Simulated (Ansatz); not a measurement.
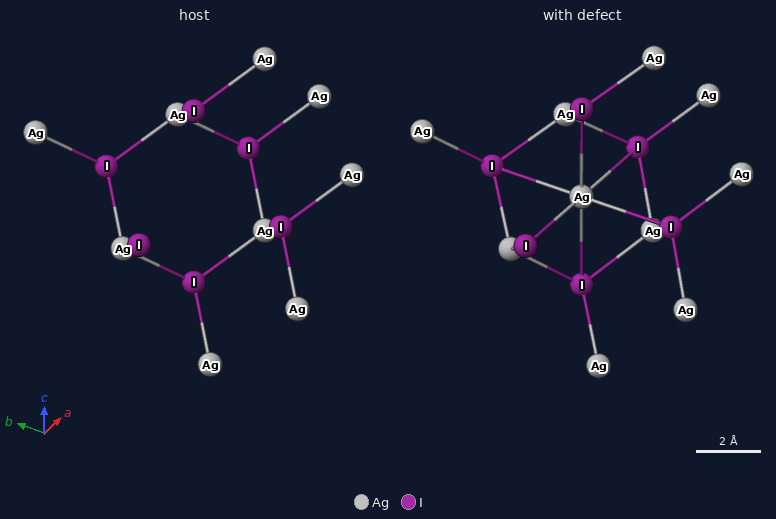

Left: perfect AgI. Right: the same region with one point defect, after relaxing the atoms in a supercell of 64 sites. The picture is a ball-and-stick view of the atoms within 5.4 Å of one point, in a slice 5.0 Å thick across the line of sight, seen from a free direction.

Theory: DFT, PBEsol, PAW, plane waves (Ansatz). Settings: plane-wave cutoff 420 eV; k-point mesh 1 × 1 × 1; mesh shifted by (0.25, 0.25, 0.25); collinear spin. Fermi-Dirac smearing of 0.01 eV. The axes drawn are those of the host's conventional cell.

Which defect is it?

An extra silver atom is put between the host's atoms (an interstitial).

The charge state of the cell is 0.

What does the relaxation do around it?

The Ag atom starts with 4 Ag at 2.79 to 2.80 Å, 6 I at 3.22 to 3.23 Å around its place and ends with 4 Ag at 2.80 to 2.81 Å, 6 I at 3.29 to 3.31 Å. Of the host's atoms, an iodine atom moves furthest from its site, by 0.08 Å. The cell's net moment is 0.95 μB.
